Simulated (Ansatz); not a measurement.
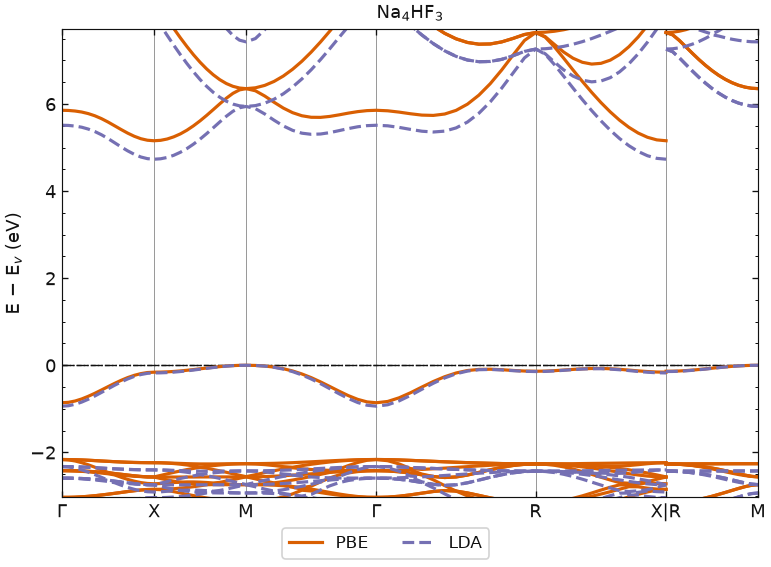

Band structures of Na₄HF₃, space group Pm-3m, 8 atoms in the cell, by two methods on the same cell. Each is counted from its own valence-band top.

> How do the methods compare?

PBE gives a gap of 5.16 eV along the path and LDA gives a gap of 4.73 eV along the path. Over the top 3 filled bands the two differ by 0.12 eV on average.

Settings. PBE: DFT PBE, scalar-relativistic, plane waves, PAW, no spin polarisation, 6×6×6 k mesh, 420 eV cutoff (Ansatz). LDA: DFT LDA, scalar-relativistic, plane waves, PAW, no spin polarisation, 6×6×6 k mesh, 420 eV cutoff, Gaussian smearing of 0.02 eV (Ansatz).

The structure is an invented one, so it need not be a known or stable phase.
